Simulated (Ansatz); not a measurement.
# Is ZrAlSi in the AlB2 type a stable metal?, part 2 of 2

The plan: relax ZrAlSi in the AlB2 type, check its phonons, and, if the lattice is stable, compute its Eliashberg function and ρ(T).

Ansatz 0.2.0; DFT PBEsol, scalar-relativistic, plane waves, PAW; PAW set soft_1.

So far. Step 2 (Rough relaxation): The largest force is now zero by symmetry and the largest stress component 0.18 GPa. Step 3 (Relaxation): The largest force is now zero by symmetry and the largest stress component 0.0068 GPa. The relaxed cell has a = 4.103, c = 3.481 Å (conventional setting).

The structure was built from a prototype and need not be the compound's stable phase.

## (4) Relaxing tightly for phonons

No force is left; the cell is relaxed once more with another smearing and tight thresholds.

Contents of input.yaml:

```yaml
crystal:
  lattice:
    - [4.1031354673, 2.9336e-06, 0.0]
    - [-2.0515702742, 3.553418083, 0.0]
    - [0.0, 0.0, 3.480720231]
  atoms:
    - { symbol: Zr, position: [0.0, 0.0, 0.0] }
    - { symbol: Al, position: [0.3333333333, 0.6666666667, 0.5] }
    - { symbol: Si, position: [0.6666666667, 0.3333333333, 0.5] }
kpoints:
  mp_grid: { grid: [9, 9, 8] }
hamiltonian:
  xc: pbesol
  pseudopotentials: { kind: paw, azcp: { folder: soft_1 }, xc_functional: pbe }
scf:
  occupations: { method: methfessel_paxton, width: 0.2 }
output:
  forces: true
  stress: true
  eigenvalues: true
relax:
  adjacent_minimum: "off"
  f_tol: 0.001
  max_steps: 60
  cell: { stress_tol: 0.01 }
```

On the command line:

```console
$ ansatz run input.yaml --threads 4 --pin off --max-ram 12288MiB --backend cpu --events-out ev --progress --plain --runs-dir out
```

Numbers of over 12 decimals in the logs are rounded to 6 here.

The program printed:

```text
[the first part of the log is left out]
  E_paw        = -3864.972834  (= ΣΔE_a)
  E_vpaw       = -101.057633  (= ΣTr[D̂ρ^β])
  E_aug_tail   = 0.000011  (compensation charges beyond the density's cutoff)
  E_ewald      = -1184.974741
  E_core_change = 0.216421  (= ΣΔE_core)
  E_smearing   = -0.004502  (= −TS)
  E_closure    = -0.000000  (closes the sum)
  Σ components = -5275.957360   (vs F -5275.957360, Δ=0.00e0)
[...]
--- Stress (GPa, compression-positive) ---
       -0.000854       0.000000      -0.000000
        0.000000      -0.000854       0.000000
       -0.000000       0.000000       0.000672
  P = ⅓ Tr σ = -0.0003 GPa (-0.003 kbar)
--- Band table (eV; the first three rows and the last of 60) ---
[...]
--- Relaxed structure (4 steps of the walk, 4 accepted, 1 SCFs on fresh bases) ---
[...]
cell:  # Å, volume = 50.7657 Å³
    - [4.101961, 2.9327476105437626e-6, 0]
    - [-2.050983, 3.552401, 0]
    - [0, 0, 3.483825]
  atoms:
    - { symbol: Zr, position: [0, 0, 0.0] }
    - { symbol: Al, position: [0.333333, 0.666667, 0.5] }
    - { symbol: Si, position: [0.666667, 0.333333, 0.5] }
```

Elapsed: 4.5 s, on 4 threads of Arm Neoverse V2, shared host; peak memory 0.39 GiB.

Little changed from the start: no atom moved by 0.005 Å and no cell edge by 0.1 %.

This step gave:

```
pressure : -3.46e-4 GPa
```

The largest force is now zero by symmetry and the largest stress component 8.5e-4 GPa, small enough for phonons.

## (5) Lattice stability: q 2×2×2, k 4×4×4

Couplings are defined for a stable lattice alone, so phonons come first.

Contents of input.yaml:

```yaml
crystal:
  lattice:
    - [4.1019611169, 2.9327e-06, 0.0]
    - [-2.0509830983, 3.5524010662, 0.0]
    - [0.0, 0.0, 3.4838245321]
  atoms:
    - { symbol: Zr, position: [0.0, 0.0, 0.0] }
    - { symbol: Al, position: [0.3333333333, 0.6666666667, 0.5] }
    - { symbol: Si, position: [0.6666666667, 0.3333333333, 0.5] }
kpoints:
  mp_grid: { grid: [4, 4, 4] }
hamiltonian:
  xc: pbesol
  pseudopotentials: { kind: paw, azcp: { folder: soft_1 }, xc_functional: pbe }
scf:
  occupations: { method: methfessel_paxton, width: 0.2 }
output:
  eigenvalues: true
phonons:
  method: dfpt
  qmesh: [2, 2, 2]
  temperatures: { t_max: 1000, t_step: 50 }
  qpath:
    path:
      - [[0.0, 0.0, 0.0], [0.5, 0.0, 0.0], [0.33333333, 0.33333333, 0.0], [0.0, 0.0, 0.0], [0.0, 0.0, 0.5], [0.5, 0.0, 0.5], [0.33333333, 0.33333333, 0.5], [0.0, 0.0, 0.5]]
      - [[0.5, 0.0, 0.5], [0.5, 0.0, 0.0]]
      - [[0.33333333, 0.33333333, 0.5], [0.33333333, 0.33333333, 0.0]]
    npoints: 10
```

The program printed:

```text
[...]
Crystal: 3 atoms, lattice volume = 50.766 Å³
Basis set: ecut = 420 eV, 983 PW (Γ), exchange–correlation on 60×60×48 points (8 copies of the dense FFT grid, shifted against one another)
Bands: 14, of which v1, the nominal top of the filled ones, is band 10 counted from 1 (9 counted from 0)
Symmetry: 12 space group operations
k-points: 12 of 64 (time reversal used)
[...]
SCF iter   1: F=—  HF=-5276.106974 eV  |F-HF|=—  |Δ(HF+E_count)|=         —  Δρ=2.72e-2  dr2=4.02e-1  ethr=3.10e-3  ⟨swp⟩=5.1  Hψ=978  notcnv=0
[...]
SCF iter   8: F=-5275.921674 eV  HF=-5275.921674 eV  |F-HF|=0.00e0  |Δ(HF+E_count)|=  6.73e-11  S|Δr|=    0.00e0  Δρ=1.60e-7  dr2=6.71e-12  ethr=1.00e-12  ⟨swp⟩=4.0  Hψ=782  notcnv=0
SCF 1 converged in 8 iterations: F = -5275.921674 eV  dr2 = 6.71e-12
[...]
phonons: the bands overlap, so this run is a metal and interpolates without the dipole-dipole term. If the crystal is really an insulator or semiconductor, its LO-TO splitting is missing
NSCF: frozen V_eff on 12 k-points
WARN: eigensolver did not converge in 2 slots of this pass, the one above among them; of largest residual over every band (k=11): 1 band(s) unlocked (lowest unlocked band 13, counted from 0; max residual 7.11e-4 eV among the unlocked bands, 7.11e-4 eV over every band); of lowest unlocked band (k=5): band 13
[...]
DFPT response loops at q = (0, 0, 0) (fractional): preconditioner auto → Kerker (q_TF=auto, 2.316 Å⁻¹) (partly filled bands, converged f_vac=0.000); β = 1.00, the filter's whole step (`scf.mixing.beta` (0.50) is not read by the response loops under this deck's `scf.mixing.preconditioner`; to damp them name `kerker` or `kerker_dos`, under which they read `scf.mixing.beta`, and type it under 1.00, their step now; both keys bind the ground state too); Broyden in place of MSR1
[...]
SCF converged after 8 iterations
Stability not checked: this state was not tested for a lower state beside it, because cold or Methfessel-Paxton smearing, or corrected tetrahedra, fill the levels in a way that the test cannot read (fill_not_monotonic; see scf.lower_state_search)
Free energy (F): -5275.921674 eV
[...]
Internal energy: -5275.916883 eV  (E = F + TS)
E sigma→0 (E₀):  -5275.920476 eV
Entropy (-TS):   -0.004792 eV (-1.597 meV/atom)
Fermi energy:    12.397980 eV
[...]
--- Band table (eV; the first three rows and the last of 12) ---
  k-point 0: bands = [... 6 lower, 8.6913, 10.1066, 12.0733, 12.2751, 13.5265, 13.5265, 13.7794, 13.7794]
  k-point 1: bands = [... 6 lower, 9.2891, 9.2891, 11.1443, 11.1443, 12.7390, 13.3282, 14.2412, 14.2412]
  k-point 2: bands = [... 6 lower, 9.9104, 9.9104, 11.2629, 11.2629, 11.6128, 11.6128, 14.9197, 14.9657]
  k-point 11: bands = [... 6 lower, 8.0644, 8.3041, 9.4480, 13.2750, 13.4502, 14.1697, 15.7869, 16.2098]
--- Phonons (Γ-DFPT): 6 representative perturbations + reference (Σ response iterations 18) ---
  ASR residual: 1.264e-4 → 0.000e0 eV/Å²; symmetrization residual: 3.274e-6 eV/Å²
  ASR residual per site (eV/Å²): 1.26e-4 2.16e-5 5.44e-5
  Γ frequencies (cm⁻¹): 0.00 0.00 0.00 136.19 195.87 195.87 252.11 474.27 474.27
--- Phonons (arbitrary-q DFPT): 4 irreducible q on the 2×2×2 mesh ---
  q = [0.0000, 0.0000, 0.0000] (star 1, of the zone-centre solve; hermiticity 4.79e-7, symmetrization 1.25e-8): 0.00 0.00 0.00 136.19 195.87 195.87 252.11 474.27 474.27
  q = [0.0000, 0.0000, -0.5000] (star 1, 6 solved perturbations in 126 linear systems a pass and spin channel, the states on 30 of 64 k-point pairs; hermiticity 1.31e-7, symmetrization 6.51e-8): 106.27 106.27 138.55 185.89 193.02 193.02 273.13 463.46 463.46
[...]
sum rule: each row above includes the acoustic sum rule's correction from the zone centre's row sums; it moved no ω² by more than (0.73 cm⁻¹)²
  mesh force constants: q→R imaginary residual 1.49e-17; ASR residual 1.264e-4 → 0.000e0 eV/Å²; symmetrization residual 1.421e-14 eV/Å²
  interpolated dispersion: 93 rows × 9 modes
  density of states and harmonic sums: on the 18×18×18 q-mesh, interpolated from the force constants of a 2×2×2 supercell (no non-analytic term)
  largest difference from the sums on the solved wave vectors: F 1.09e-1 eV, S 1.45e-4 and C_V 3.67e-5 eV/K
  zero-point energy: 0.125162 eV/cell   skipped modes (ω ≤ 0): 117, of them read as no rigid motion or as one in doubt: 114 (3.260e-1 modes/cell left out, lowest -76.58 cm⁻¹)   left out of the sums: 3.63e-2 of the cell's modes: C_V's classical limit lies that fraction below 3 k_B per atom; for a crystal, a wire or a layer, F and S can be off by more, and a phonons.interpolated_qmesh denser along its periods is the remedy for the sampling
```

Wall time 13 s (4 threads); peak memory 0.45 GiB; 46 s of CPU time.

This step gave:

| Quantity | Value |
| --- | --- |
| share of imaginary modes in the plain interpolation between solved wavevectors | 0.036 |
| highest frequency, solved or plainly interpolated | 496.7 cm⁻¹ |

Solved on the 2×2×2 mesh alone; all other wavevectors are interpolated. Phonon branches along the path, in cm⁻¹:

```tsv
point	branch 1	branch 2	branch 3	branch 4	branch 5	branch 6	branch 7	branch 8	branch 9
Γ	0	0	0	136	196	196	252	474	474
M	65	70	93	169	173	202	323	431	485
K	80	80	92	168	177	196	362	386	497
Γ	0	0	0	136	196	196	252	474	474
A	106	106	139	186	193	193	273	464	464
L	-77	92	170	174	175	235	313	407	485
H	-67	35	150	196	198	222	350	379	484
A	106	106	139	186	193	193	273	464	464
jump to L	-77	92	170	174	175	235	313	407	485
M	65	70	93	169	173	202	323	431	485
jump to H	-67	35	150	196	198	222	350	379	484
K	80	80	92	168	177	196	362	386	497
```

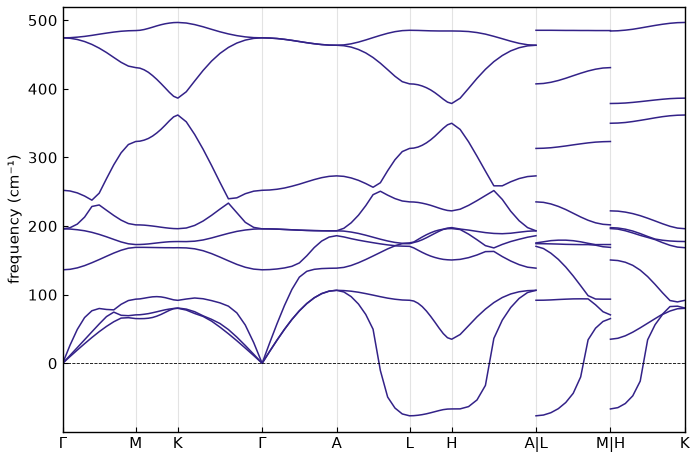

Phonon branches along the path.

Lowest modes at the softest wavevector of the mesh. Modes at q = (0.500, 0.000, 0.500), with each element's share of the kinetic energy (negative means imaginary):

```tsv
mode	frequency (cm⁻¹)	Zr %	Al %	Si %
1	-76.6	81	14	4
2	91.8	100	0	0
3	170.4	98	1	0
4	174.3	0	45	55
5	175.4	0	31	69
6	235.2	18	55	27
```

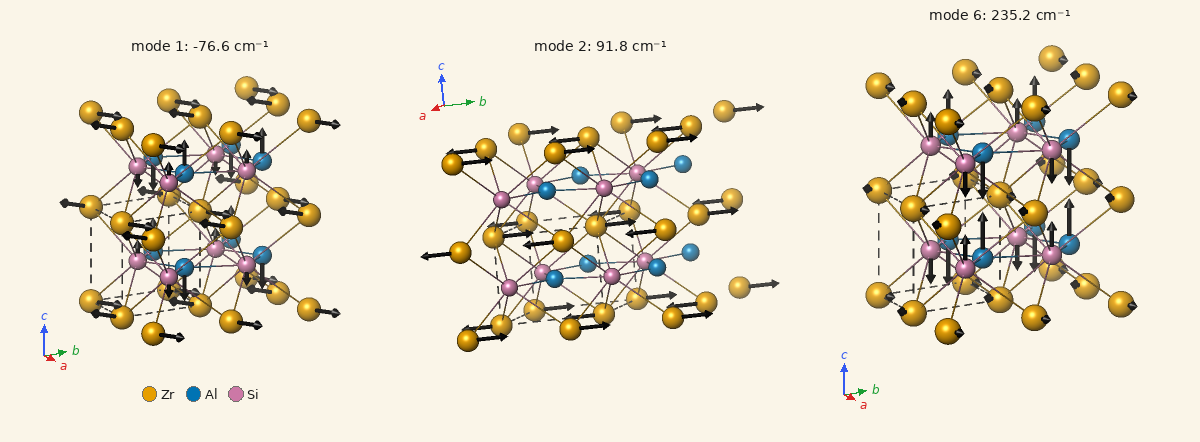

Displacement patterns of modes 1, 2 and 6 at q = (0.500, 0.000, 0.500); arrows are exaggerated. Bonds to atoms that aren't drawn are left out. 2×2×2 cells are drawn. Some periodic images of atoms are drawn too.

Among the solved wavevectors the lowest mode, translations apart, is -76.6 cm⁻¹, imaginary.

## (6) Phonons: q 3×3×2, k 6×6×6

An imaginary mode on so few k-points may come from the sampling, so the phonons are repeated with another q and k mesh.

input.yaml: that of step 5 with these lines changed.

```diff
@@ -10,3 +10,3 @@
 kpoints:
-  mp_grid: { grid: [4, 4, 4] }
+  mp_grid: { grid: [6, 6, 6] }
 hamiltonian:
@@ -20,3 +20,3 @@
   method: dfpt
-  qmesh: [2, 2, 2]
+  qmesh: [3, 3, 2]
   temperatures: { t_max: 1000, t_step: 50 }
```

The program printed:

```text
[...]
Crystal: 3 atoms, lattice volume = 50.766 Å³
Basis set: ecut = 420 eV, 983 PW (Γ), exchange–correlation on 60×60×48 points (8 copies of the dense FFT grid, shifted against one another)
Bands: 14, of which v1, the nominal top of the filled ones, is band 10 counted from 1 (9 counted from 0)
Symmetry: 12 space group operations
k-points: 28 of 216 (time reversal used)
[...]
SCF iter   1: F=—  HF=-5276.149881 eV  |F-HF|=—  |Δ(HF+E_count)|=         —  Δρ=2.70e-2  dr2=3.96e-1  ethr=3.10e-3  ⟨swp⟩=5.1  Hψ=2264  notcnv=0
[...]
SCF iter   9: F=-5275.961075 eV  HF=-5275.961075 eV  |F-HF|=0.00e0  |Δ(HF+E_count)|=  6.37e-12  S|Δr|=    0.00e0  Δρ=6.67e-8  dr2=2.13e-12  ethr=1.00e-12  ⟨swp⟩=5.2  Hψ=1634  notcnv=0
SCF 1 converged in 9 iterations: F = -5275.961075 eV  dr2 = 2.13e-12
[...]
SCF converged after 9 iterations
[...]
Free energy (F): -5275.961075 eV
[...]
Internal energy: -5275.956092 eV  (E = F + TS)
E sigma→0 (E₀):  -5275.959829 eV
Entropy (-TS):   -0.004983 eV (-1.661 meV/atom)
Fermi energy:    12.461471 eV
[...]
--- Band table (eV; the first three rows and the last of 28) ---
  k-point 0: bands = [... 6 lower, 8.6814, 10.1418, 12.0517, 12.2582, 13.5283, 13.5283, 13.8169, 13.8169]
  k-point 1: bands = [... 6 lower, 8.9538, 9.1109, 11.8259, 11.8259, 12.2113, 12.7721, 15.1664, 15.1664]
  k-point 2: bands = [... 6 lower, 9.6738, 9.6738, 10.7512, 10.7512, 13.2331, 13.2331, 13.3914, 14.2010]
  k-point 27: bands = [... 6 lower, 8.2753, 8.4749, 9.4407, 12.6788, 14.0736, 15.0920, 15.1464, 15.1887]
[...]
ASR residual: 5.055e-5 → 0.000e0 eV/Å²; symmetrization residual: 1.430e-6 eV/Å²
  ASR residual per site (eV/Å²): 5.05e-5 2.78e-6 2.49e-5
  Γ frequencies (cm⁻¹): 0.00 0.00 0.00 113.39 202.16 202.16 235.00 482.90 482.90
--- Phonons (arbitrary-q DFPT): 6 irreducible q on the 3×3×2 mesh ---
[...]
interpolated dispersion: 93 rows × 9 modes
[...]
```

Wall time 54 s (4 threads); peak memory 0.62 GiB; 3.4 min of CPU time.

This step gave:

```
share of imaginary modes in the plain interpolation between solved wavevectors : 0.0207
highest frequency, solved or plainly interpolated                              : 502.8 cm⁻¹
```

Solved on the 3×3×2 mesh alone; all other wavevectors are interpolated. Phonon branches along the path, in cm⁻¹:

```tsv
point	branch 1	branch 2	branch 3	branch 4	branch 5	branch 6	branch 7	branch 8	branch 9
Γ	0	0	0	113	202	202	235	483	483
M	76	88	103	171	178	201	314	436	488
K	65	92	145	158	169	190	363	392	503
Γ	0	0	0	113	202	202	235	483	483
A	62	62	142	153	191	191	228	468	468
L	-28	76	172	172	176	227	323	422	485
H	-58	64	150	194	196	226	364	388	480
A	62	62	142	153	191	191	228	468	468
jump to L	-28	76	172	172	176	227	323	422	485
M	76	88	103	171	178	201	314	436	488
jump to H	-58	64	150	194	196	226	364	388	480
K	65	92	145	158	169	190	363	392	503
```

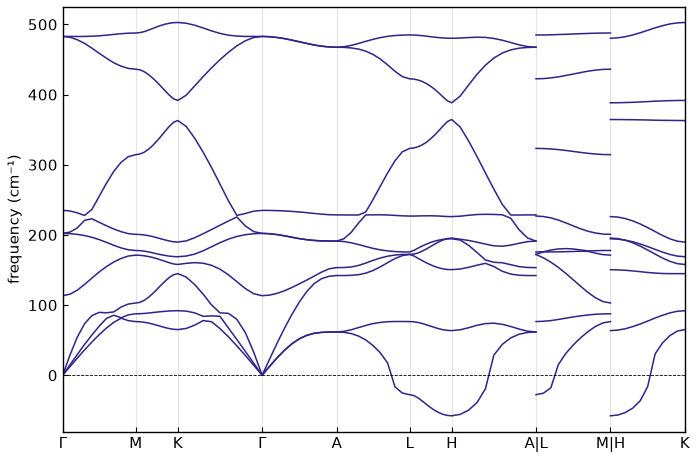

Phonon branches along the path.

Lowest modes at the softest wavevector of the mesh. Modes at q = (-0.333, -0.333, 0.500), with each element's share of the kinetic energy (negative means imaginary):

```tsv
mode	frequency (cm⁻¹)	Zr %	Al %	Si %
1	-57.8	76	24	0
2	63.6	94	0	6
3	150.5	66	19	15
4	194.5	34	26	40
5	195.5	6	0	94
6	226.1	24	76	0
```

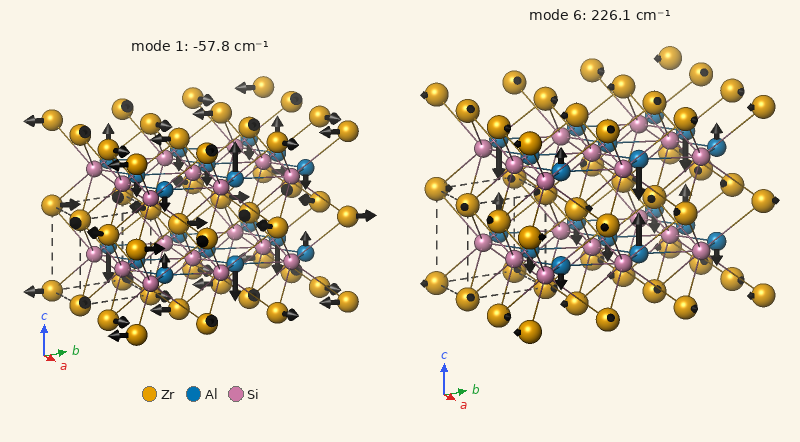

Displacement patterns of modes 1 and 6 at q = (-0.333, -0.333, 0.500); arrows are exaggerated. Bonds to atoms that aren't drawn are left out. 3×3×2 cells are drawn. Some periodic images of atoms are drawn too.

The modes has structure finer than the step of the table below, so its rows give means over 50 cm⁻¹, whole bins alone (the curve runs from -67.4 to 528 cm⁻¹). Peaks (cm⁻¹: height): Al 183.4: 0.0204, 224.6: 0.0230, 314.5: 0.00647, 482.9: 0.0336; Si 179.7: 0.0328, 224.6: 0.0109, 314.5: 0.0104, 482.9: 0.0277; Zr 74.9: 0.0520, 153.5: 0.0175.

Phonopy on the run's constants, 15x15x17 mesh, Gaussian sigma 4.3 cm⁻¹. Table of modes by wavenumber; means over each step; values in 1/cm⁻¹/cell:

```tsv
wavenumber (cm⁻¹)	Al	Si	Zr
0	5.4e-4	4.5e-5	0.00216
50	0.00235	0.00112	0.0207
100	0.00110	0.00136	0.0152
150	0.00575	0.0142	0.0119
200	0.0167	0.0140	0.00649
250	0.00521	0.00419	0.00151
300	0.00340	0.00523	9.0e-5
350	0.00128	0.00306	1.1e-5
400	0.00359	0.00163	2.5e-5
450	0.00914	0.00657	4.3e-5
500	0.0104	0.00859	4.6e-5
```

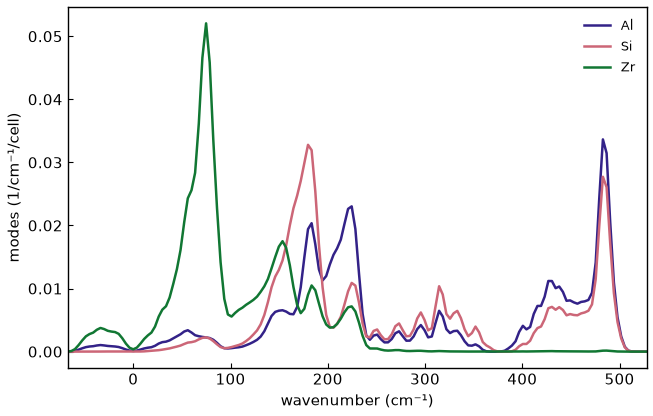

Modes, plotted against wavenumber.

No LO-TO term; unit eigenvectors of the mass-weighted matrix. The modes at Γ (shares of kinetic energy by element, %):

```tsv
mode	frequency (cm⁻¹)	symmetry	Zr %	Al %	Si %
1	0.0	unnamed	62	18	19
2	0.0	unnamed	62	18	19
3	0.0	unnamed	62	18	19
4	113.4	A2''	1	37	62
5	202.2	E'	38	27	35
6	202.2	E'	38	27	35
7	235.0	A2''	37	44	19
8	482.9	E'	0	55	45
9	482.9	E'	0	55	45
```

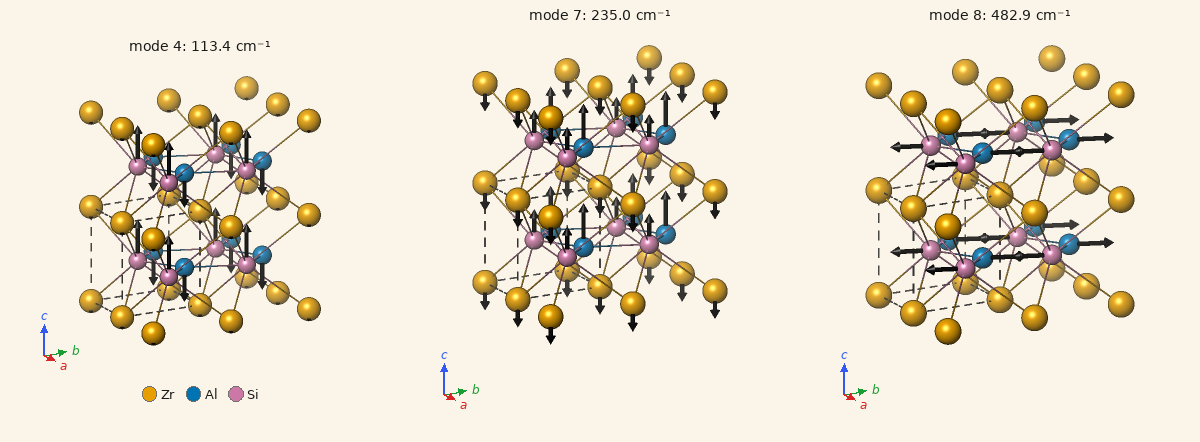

Displacement patterns of modes 4, 7 and 8 at Γ; arrows are exaggerated. Bonds to atoms that aren't drawn are left out. 2×2×2 cells are drawn. Some periodic images of atoms are drawn too.

Among the solved wavevectors the lowest mode, translations apart, is -57.8 cm⁻¹, imaginary.

## (7) What came out

| Quantity | Value |
| --- | --- |
| phonon run of the rows without a label of their own | PBEsol, q 3×3×2, k 6×6×6 |
| softest mode on the q mesh | -57.8 cm⁻¹ at q = (-0.333, -0.333, 0.5) |
| highest frequency, solved or plainly interpolated | 503 cm⁻¹ |

**Reading.** The lattice is dynamically unstable at this level: a mode at q = (-0.333, -0.333, 0.5) is imaginary, 57.8i cm⁻¹, so no harmonic coupling constant or resistivity is defined for this structure. These meshes are coarse, and single modes of a metal can move by tens of cm⁻¹ with the k mesh. The coarser mesh found an imaginary mode at another wavevector, which this mesh lacks. The phonon runs are not spin-polarised. The PAW files were made for PBE; under other functionals the run regenerates their frozen core. The structure was built by hand as an ordered model, and its stability against other phases was not tested.

[Logs are printed without paths, hosts, clocks, repeated set-up lines and the standing remarks that a program may print on its own settings, such as how far it seeks lower states.]

[Hosts, paths, dates, database ids (printed as entryN), source tags and the programs' standing remarks are cut or masked in the printed files.]
